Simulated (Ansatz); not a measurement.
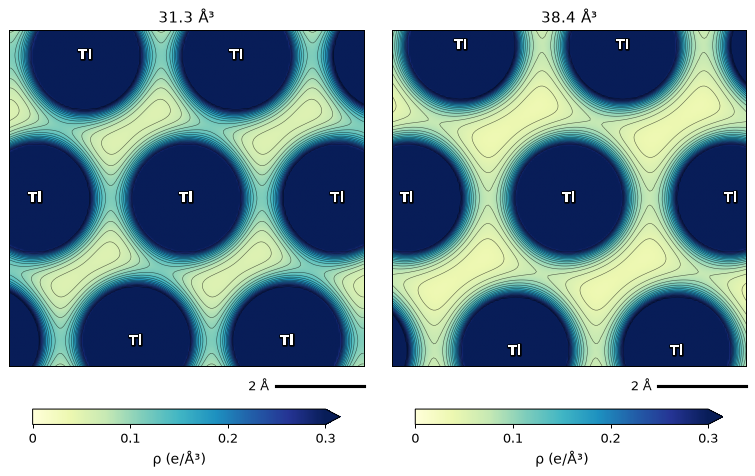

Tl. The valence pseudo-density of cells scaled evenly to different volumes (given per atom above each panel), on the (011̄) plane of each (indices in the axes of the cell below), at one length scale and on one colour scale.

A generated structure, not necessarily the stable one; computed without spin polarisation.

Method: DFT, BLYP, plane waves (420 eV) with PAW, scalar-relativistic (Ansatz 0.2.0).

The density is the valence pseudo-density of a PAW calculation; it isn't the true density close to the nuclei.

The largest cell:

```xyz
1
Lattice="-2.1252 2.1252 2.1252 2.1252 -2.1252 2.1252 2.1252 2.1252 -2.1252" Properties=species:S:1:pos:R:3 pbc="T T T"
Tl    0.0000    0.0000    0.0000
```

| volume (Å³/atom) | Tl–Tl contact in the plane (Å) | ρ at its midpoint (e/Å³) | pressure (GPa) | 
| --- | --- | --- | --- |
| 31.29 | 3.438 | 0.112 | 3.2 | 
| 35.55 | 3.588 | ? | ? | 
| 38.40 | 3.681 | 0.076 | −1.1 | 

**Estimate the missing row, and compare with the calculation.**

Over the known rows ln ρ falls by 1.60 per Å of Tl–Tl distance (the line through the two), which gives 0.088 e/Å³ at 3.588 Å; the calculation gives 0.088 e/Å³. For the pressure, a straight line in volume between the neighbouring rows gives 0.6 GPa; the calculation gives 0.0, lower because pressure rises ever faster on compression.
